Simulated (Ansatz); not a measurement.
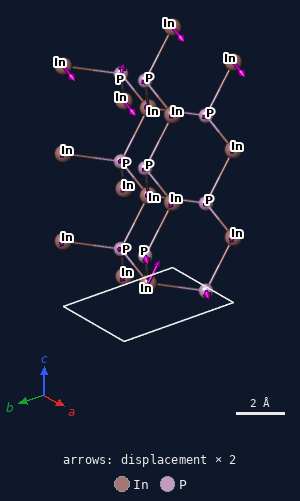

This is a relaxation of a slab of composition InP (cut from the F-43m phase). The starting structure is drawn; purple arrows show the displacements, magnified 2 times.

The picture is a ball-and-stick view of the cell of the calculation, outlined in the plane, without the vacuum, seen from a free direction.

Case: (1 1 0) slab, atoms relaxed. The slab is the (1 1 0) face of InP.

Theory: DFT LDA, scalar-relativistic, plane waves, PAW (Ansatz 0.2.0).

The input:
```yaml
crystal:
  lattice:
    - [4.1210459678, 0.0, 0.0]
    - [0.0, 5.8280390988, 0.0]
    - [0.0, 0.0, 25.3026149195]
  atoms:
    - { symbol: In, position: [0.5, 0.5, 0.2964120516] }
    - { symbol: P, position: [0.0, 0.25, 0.2964120516] }
    - { symbol: In, position: [0.0, 0.0, 0.377847231] }
    - { symbol: P, position: [0.5, 0.75, 0.377847231] }
    - { symbol: In, position: [0.5, 0.5, 0.4592824103] }
    - { symbol: P, position: [0.0, 0.25, 0.4592824103] }
    - { symbol: In, position: [0.0, 0.0, 0.5407175897] }
    - { symbol: P, position: [0.5, 0.75, 0.5407175897] }
    - { symbol: In, position: [0.5, 0.5, 0.622152769] }
    - { symbol: P, position: [0.0, 0.25, 0.622152769] }
    - { symbol: In, position: [0.0, 0.0, 0.7035879484] }
    - { symbol: P, position: [0.5, 0.75, 0.7035879484] }
basis:
  ecutwfc: 420
kpoints:
  mp_grid: { grid: [9, 6, 1] }
hamiltonian:
  xc: lda
scf:
  occupations: { method: gaussian, width: 0.05 }
output:
  forces: true
  eigenvalues: true
  write_density: true
  write_potential: true
  elf: true
  volumetric_format: npy
relax:
  adjacent_minimum: "off"
  f_tol: 0.02
  max_steps: 60
efield:
  axis: 3
  dipole_correction: true
  ramp_width: 0.04
```

Launched with:
```bash
ansatz run input.yaml --threads 4 --pin off --max-ram 8192MiB --backend cpu --events-out ev --progress --plain --runs-dir out
```

### Which element moves most?

Indium: up to 0.56 Å, against 0.24 Å for phosphorus.

### Describe the change and its energy.

After 5 geometry steps the energy has fallen by 1.218 eV per cell of the calculation. The largest force component goes from 1.1 to 0.0047 eV/Å. The largest moves relative to the layer's centre, 0.56 Å, are those of In1 and In11. In1 goes at 35° to the normal (+c side). Largest moves by element: In 0.56 Å, P 0.24 Å. The lattice vectors keep their values. Near-neighbour distances that change, for instance: In11–P12 2.524 → 2.490 Å, In3–P6 2.524 → 2.555 Å, In9–P12 2.524 → 2.536 Å, In5–P8 2.524 → 2.514 Å. Among the angles between lasting bonds that change: In1–P2–In3 109.5° → 90.4°, P2–In1–P4 109.5° → 123.4°, In1–P4–In5 109.5° → 95.8°. The run may lie on a higher electronic state than the lowest, so the end point isn't shown to be the ground-state structure.
